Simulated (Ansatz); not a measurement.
## Electronic structure of Ge (interface cell) in real space

```
CELL_PARAMETERS angstrom
4.01337 0.00000 0.00000
-2.00669 3.47568 0.00000
0.00000 0.00000 39.34182
ATOMIC_POSITIONS crystal
Ge 0.33333 0.66667 0.13550
Ge 0.66667 0.33333 0.03147
Ge 0.00000 0.00000 0.11471
Ge 0.00000 0.00000 0.05234
Ge 0.66667 0.33333 0.21877
Ge 0.33333 0.66667 0.19795
Ge 0.33333 0.66667 0.38529
Ge 0.66667 0.33333 0.28123
Ge 0.00000 0.00000 0.36450
Ge 0.00000 0.00000 0.30205
Ge 0.66667 0.33333 0.46853
Ge 0.33333 0.66667 0.44766
Ge 0.33333 0.66667 0.86450
Ge 0.66667 0.33333 0.96853
Ge 0.00000 0.00000 0.88529
Ge 0.00000 0.00000 0.94766
Ge 0.66667 0.33333 0.78123
Ge 0.33333 0.66667 0.80205
Ge 0.33333 0.66667 0.61471
Ge 0.66667 0.33333 0.71877
Ge 0.00000 0.00000 0.63550
Ge 0.00000 0.00000 0.69795
Ge 0.66667 0.33333 0.53147
Ge 0.33333 0.66667 0.55234
```

Level of theory: Ansatz, DFT PBEsol, scalar-relativistic, plane waves, PAW.

In a PAW calculation such maps are meaningful between the atoms, not at the nuclei.

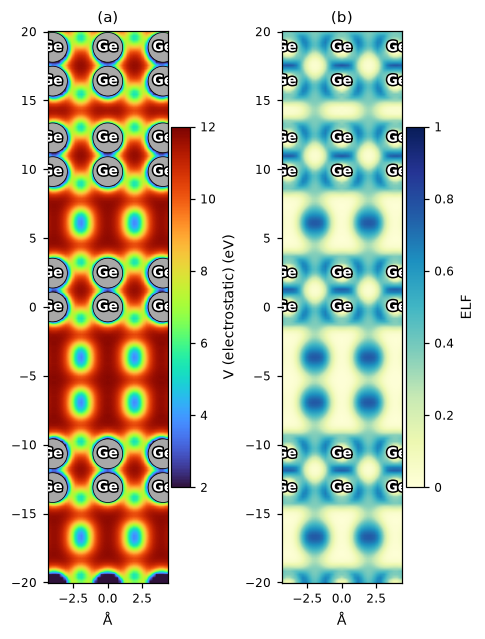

Figure 1. (a) electrostatic potential energy of an electron; (b) electron localisation function on the (010) plane of the calculation cell. Grey discs cover the atomic cores in the potential map.

**What does the map show?**

- Atoms in the plane: Ge.
- Ge–Ge (2.45 Å): the ELF peaks at about 0.80 between the atoms.
- Outside the cores the potential energy rises away from the atoms and is highest about 2.5 Å from the nearest atoms; its zero is arbitrary.

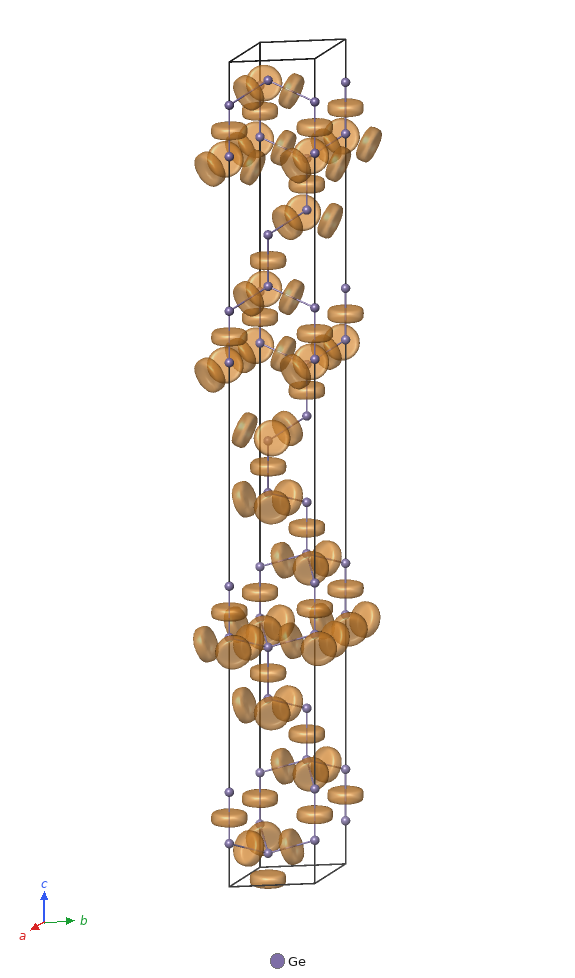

Figure 2. Isosurface of the ELF at 0.55 (orange), seen slightly off an axis. Only the valence region is drawn (cores and ρ < 0.01 e/Å³ removed). Sticks mark near contacts.

**Describe the localisation domains.**

The surface consists of 48 regions between bonded Ge–Ge atoms, counted in one cell of 24 atoms. Regions shared between cells count once.

**Does the calculation make it a metal, or give it a gap?**

It is metallic or semimetallic at this level of theory: no gap opens.
